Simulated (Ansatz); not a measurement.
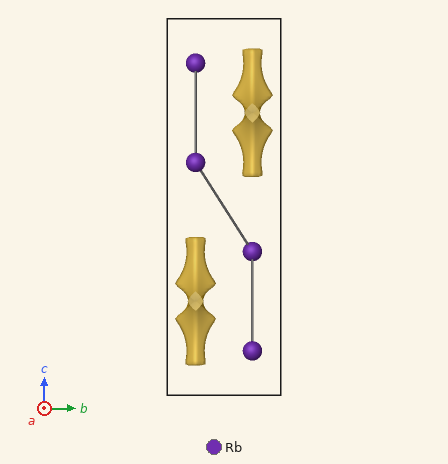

The yellow surface encloses the points that the centre of a probe sphere of radius 0.75 Å can occupy in Rb, computed on a grid of about 0.14 Å (1×1×1 cells shown, view along the a axis; pale faces close the region where the box cuts it).

The atoms' radii are touching radii (half the shortest distance): Rb 2.40 Å.

Source of the atomic positions: coordinates from a relaxation with DFT PBE, scalar-relativistic, plane waves, PAW (Ansatz 0.2.0).

```
CELL_PARAMETERS angstrom
4.93820 0.00000 0.00000
0.00000 4.79726 0.00000
0.00000 0.00000 15.90624
ATOMIC_POSITIONS crystal
Rb 0.24890 0.25000 0.88175
Rb 0.25110 0.75000 0.38175
Rb 0.74890 0.25000 0.61825
Rb 0.75110 0.75000 0.11825
```

### Is the space open to the probe made of pockets or channels?

Where they connect, they form one-dimensional channels along [100].

### What share of the cell can the probe's centre reach?

About 2.7 % of the volume (10 Å³ of 376.8 Å³).

### Give the largest included and the largest free sphere.

The largest sphere that fits anywhere has a diameter of 2.61 Å; the largest that can travel through the crystal, about 2.0 Å.

### How does the connectivity change as the probe shrinks?

Below a radius of about 1.02 Å the space forms one-dimensional channels along [100]. Below a radius of about 0.52 Å the space forms a two-dimensional network in layers parallel to (001). Below a radius of about 0.49 Å the space forms a three-dimensional network. These are grid estimates, good to about 0.05 Å.
